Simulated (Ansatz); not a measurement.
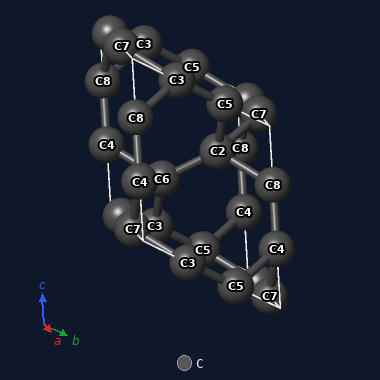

The system is C (Im-3m, No. 229; 8 atoms in the cell); the picture shows the reference structure. 
- The cell is strained homogeneously, by one strain along x and y and another along z, with fractional coordinates fixed (x, y and z along the cube axes).
- Coordinates scanned: (1) strain along x and y; (2) strain along z.
- The scan uses a 5 × 5 grid.
- Points are written as (first, second).
- Energies: meV/atom, counted from the lowest grid point.
- Method: Ansatz 0.2.0, DFT LDA, scalar-relativistic, plane waves, PAW. Settings: cutoff 420 eV, k-mesh 8×8×8, gaussian smearing 0.05 eV, no spin polarisation.

Its coordinates:

```xyz
8
Lattice="-2.4104 2.4104 2.4104 2.4104 -2.4104 2.4104 2.4104 2.4104 -2.4104" Properties=species:S:1:pos:R:3 pbc="T T T"
C    -0.7845    0.7845    0.7845
C     1.6259    1.6259    1.6259
C     0.7845   -0.7845    0.7845
C     0.7845    0.7845   -0.7845
C     1.6259   -1.6259    1.6259
C     0.7845    0.7845    0.7845
C    -1.6259    1.6259    1.6259
C     1.6259    1.6259   -1.6259
```

Range: strain along x and y from −3.0 to 3.0 %; strain along z from −3.0 to 3.0 %.

Question: What will the energy surface look like?

Answer: The lowest grid point is at (0.0 %, 0.0 %). No other kind of well shows on this grid. The highest grid point, (−3.0 %, −3.0 %), lies 65.6 meV/atom above the lowest. Round the minimum the valley is somewhat tilted: raising strain along x and y shifts the best value of strain along z downwards (coupling k₁₂/√(k₁₁k₂₂) about 0.3). The gap on the k-mesh is 3.0 eV at the lowest point and runs from 2.0 to 3.2 eV over the map.

```tsv
strain along z ↓, strain along x and y →	−3.0	−1.5	0.0	1.5	3.0
3.0	39.0	16.8	13.4	27.2	55.9
1.5	34.8	9.6	3.5	14.5	41.0
0.0	37.3	9.0	0.0	8.3	32.3
−1.5	47.3	15.8	3.7	9.4	30.7
−3.0	65.6	30.7	15.7	18.4	37.2
```

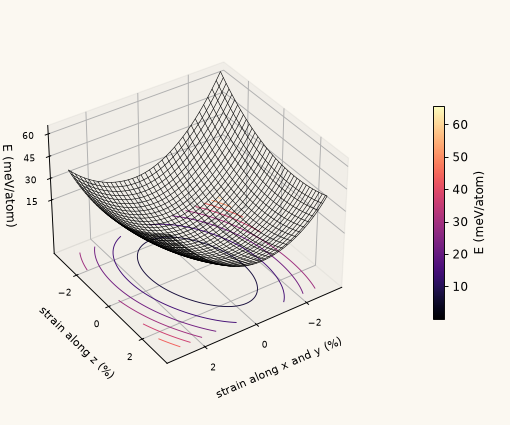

In the figure: a relief with its contours projected below. Between grid points the surface is interpolated.
